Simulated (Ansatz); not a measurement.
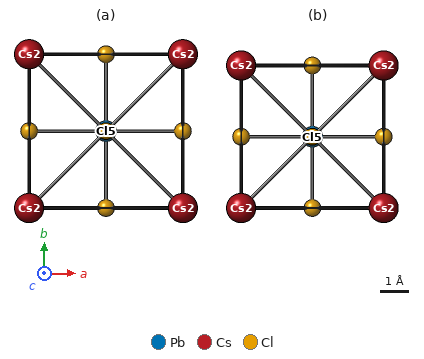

The structure of solid CsPbCl3 (set up in Pm-3m) before (left) and after (right) a relaxation, at one scale.

A ball-and-stick model of the cell of the calculation, seen along the c axis.

The run lets cell and atoms move.

The calculation used Ansatz 0.2.0, Kohn-Sham DFT of a periodic cell, PBEsol, Ansatz PAW.

Input file:
```yaml
crystal:
  lattice:
    - [5.605, 0.0, 0.0]
    - [0.0, 5.605, 0.0]
    - [0.0, 0.0, 5.605]
  atoms:
    - { symbol: Pb, position: [0.5, 0.5, 0.5] }
    - { symbol: Cs, position: [0.0, 0.0, 0.0] }
    - { symbol: Cl, position: [0.5, 0.0, 0.5] }
    - { symbol: Cl, position: [0.0, 0.5, 0.5] }
    - { symbol: Cl, position: [0.5, 0.5, 0.0] }
hamiltonian:
  xc: pbesol
  pseudopotentials: { kind: paw }
kpoints:
  mp_grid: { grid: [5, 5, 5] }
scf:
  occupations: { method: fermi_dirac, width: 0.05 }
output:
  forces: true
  stress: true
  eigenvalues: true
  write_density: true
  write_potential: true
  elf: true
  volumetric_format: npy
relax:
  f_tol: 0.01
  max_steps: 40
  cell: { stress_tol: 0.05, p_target: 10.0 }
```

Launched with:
```bash
ansatz run input.yaml --threads 2 --pin off --max-ram 5632MiB --backend cpu --events-out ev --progress --plain --runs-dir out
```

Question: Describe what moved and what it gained.

Answer: The atoms keep their places relative to the cell (all moves are under 0.005 Å). Cell: a = b = c 5.605 → 5.195 Å (−7.3 %). Volume −20.4 %. Some distances before and after: Cl–Cs 3.963 → 3.673 Å, Cl–Pb 2.803 → 2.598 Å. The space group stays Pm-3m (No. 221). Over 4 accepted moves (5 points after the start) the energy rises by 0.925 eV per cell of the calculation. With the target pressure of 10 GPa, the enthalpy E + pV changes by −1.315 eV per cell of the calculation. All forces vanish by symmetry, so only the cell relaxes. The pressure goes from 0.14 to 9.99 GPa. At 1 point the geometry stayed and the basis and grid were re-selected for the new cell (energy shift of 1.0 meV per cell of the calculation at most each time).
